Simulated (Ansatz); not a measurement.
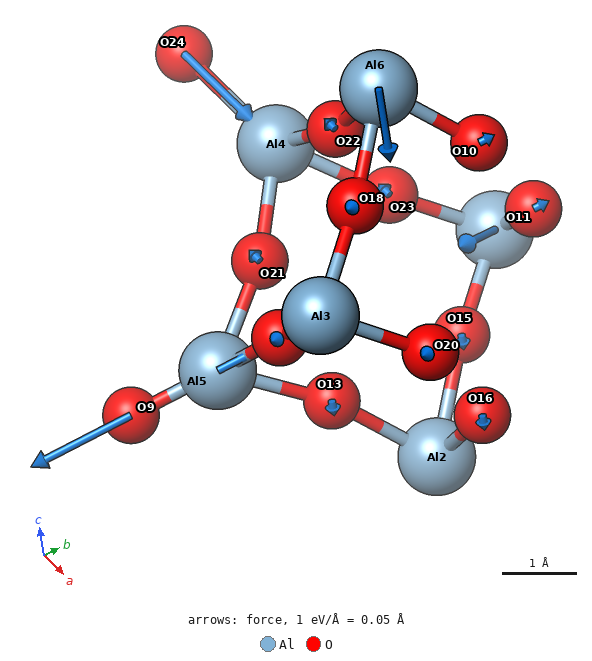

Starting geometry of a crystal of AlO2 (a generated structure, set up in I-43m) (coarse preliminary run) with the computed forces as blue arrows. Style: ball-and-stick. Shown: the atoms within 4.2 Å of the atom that moves most (axes of the cell of the calculation), slightly off an axis.

Method: DFT PBE, scalar-relativistic, plane waves, PAW in Ansatz. (plane-wave cutoff 420 eV; k-point mesh 2 × 2 × 2; occupations gaussian; smearing width 0.1 eV; no spin polarisation; cell and atoms relaxed; force threshold 0.04 eV/Å; at most 70 steps)

Q: Is this structure relaxed? If not, where do the atoms go?

A: It isn't relaxed: the largest force vector, on O atoms, is 31.13 eV/Å. The final displacements follow the starting forces only in part (cosine between the two patterns 0.45). Over 5 accepted moves (6 points after the start) the energy falls by 1338 meV per atom. The largest force component goes from 18 to 0.024 eV/Å. Pressure: 22.45 GPa at the start and 0.04 GPa at the end. At 1 point the geometry stayed and the basis and grid were re-selected for the new cell (energy shift of 4.3 meV per atom at most each time). The largest moves relative to the cell, 0.57 Å, are those of O atoms. Largest moves by element: O 0.57 Å, Al 0.01 Å. The drawn cell changes as follows: a = b = c 9.192 → 9.385 Å (+2.1 %); the volume changes by +6.5 %. Near-neighbour distances that change, for instance: Al–O 1.330 → 1.729 Å, Al–O 2.030 → 1.729 Å, Al–O 1.661 → 1.751 Å, Al–O 1.730 → 1.751 Å. Among the angles between lasting bonds that change: O–Al–O 79.7° → 105.7°, O–Al–O 132.3° → 113.0°, Al–O–Al 166.3° → 155.5°. The space group (tolerance 0.01 Å) goes from I-43m (No. 217) to Im-3m (No. 229).
